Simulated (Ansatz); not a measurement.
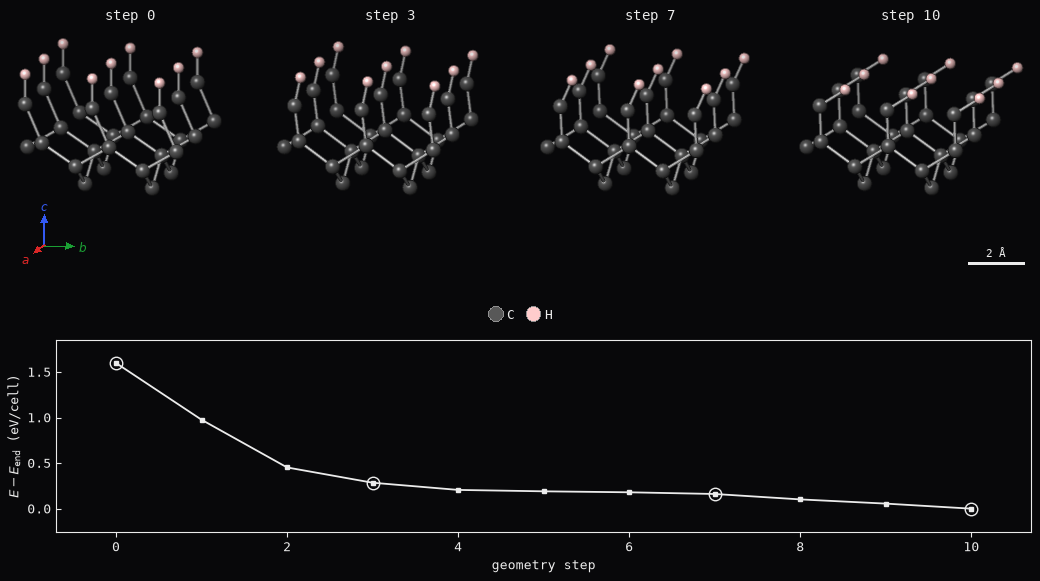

Frames of a constrained relaxation of a slab of composition HC11 (cut from the Fd-3m phase), marked on the history of the run. The picture is a ball-and-stick view of the atoms within 5.0 Å of the atom that moves most (axes of the 3 × 3 repeat of the cell, outlined in the plane, without the vacuum), seen slightly off an axis.

Case: CH put at a bridge C-C site. The slab is the (1 0 0) face of C with CH on it. 5 atoms are held fixed.

Level of theory: DFT PBEsol, scalar-relativistic, plane waves, PAW (Ansatz). (plane-wave cutoff 420 eV; k-point mesh 11 × 11 × 1; occupations gaussian; smearing width 0.05 eV; collinear spin; dipole correction; atoms relaxed in a fixed cell; force threshold 0.03 eV/Å; at most 70 steps)

Describe the path.

The run was cut off at its time limit before the relaxation converged, so the last structure is only a point on the way. The atom that moves furthest is the H atom (1.57 Å at 72° to the normal (−c side)). By element the largest moves are H 1.57 Å, C 0.55 Å. The cell stays as it was. Some distances before and after: C–C 1.534 → 1.334 Å, C–H 1.100 → 1.145 Å, C–C 1.481 → 1.513 Å, C–C 1.559 → 1.553 Å. Bond angles that change, for instance: C–C–H 155.8° → 122.3°, C–C–C 97.8° → 121.7°, C–C–C 146.1° → 125.5°. Over 10 geometry steps the energy falls by 1.598 eV per cell of the calculation. The largest force component goes from 3.8 to 0.24 eV/Å. The program noted that the starting moments weren't kept. From step 0 to 3: the H atom moves most (0.58 Å), energy −1.313 eV per cell of the calculation. From step 3 to 7: the H atom moves most (0.44 Å), energy −0.123 eV per cell of the calculation. From step 7 to 10: the H atom moves most (0.58 Å), energy −0.161 eV per cell of the calculation.

Limits of the set-up: the periodic images lie only 2.5 Å apart, so the values are limited by the cell's size.
